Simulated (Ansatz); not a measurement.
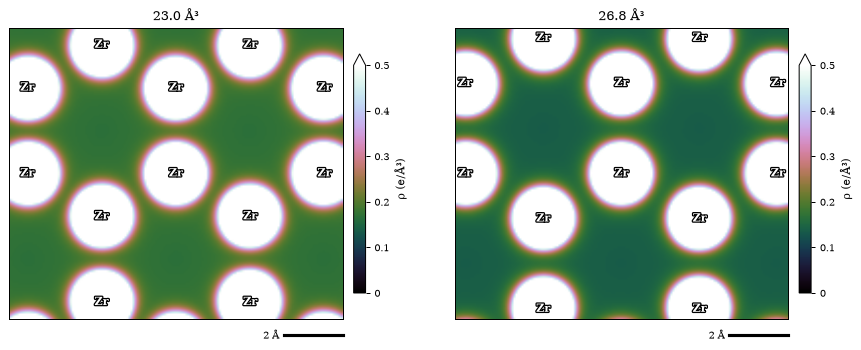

Zr. The valence pseudo-density of cells scaled evenly to different volumes (given per atom above each panel), on the (001) plane of each (indices in the axes of the cell below), at one length scale and on one colour scale.

A generated structure, not necessarily the stable one.

These are results of DFT, BLYP, plane waves (420 eV) with PAW, scalar-relativistic (Ansatz 0.2.0), not measurements.

The largest cell:

```cif
data_structure
_symmetry_space_group_name_H-M 'P 1'
_symmetry_Int_Tables_number 1
_cell_length_a 5.3038
_cell_length_b 5.3038
_cell_length_c 3.2999
_cell_angle_alpha 90.000
_cell_angle_beta 90.000
_cell_angle_gamma 120.000
_cell_volume 80.39
loop_
_atom_site_label
_atom_site_type_symbol
_atom_site_fract_x
_atom_site_fract_y
_atom_site_fract_z
_atom_site_occupancy
Zr1 Zr 0.00000 0.00000 0.00000 1
Zr2 Zr 0.33333 0.66667 0.50000 1
Zr3 Zr 0.66667 0.33333 0.50000 1
```

| volume (Å³/atom) | Zr–Zr contact in the plane (Å) | ρ at its midpoint (e/Å³) | pressure (GPa) | 
| --- | --- | --- | --- |
| 22.97 | 2.909 | 0.210 | 3.9 | 
| 24.88 | 2.987 | ? | ? | 
| 26.80 | 3.062 | 0.172 | −8.2 | 

What values belong in the row with question marks?

Over the known rows ln ρ falls by 1.30 per Å of Zr–Zr distance (the line through the two), which gives 0.190 e/Å³ at 2.987 Å; the calculation gives 0.188 e/Å³. For the pressure, a straight line in volume between the neighbouring rows gives −2.1 GPa; the calculation gives −3.3, lower because pressure rises ever faster on compression.
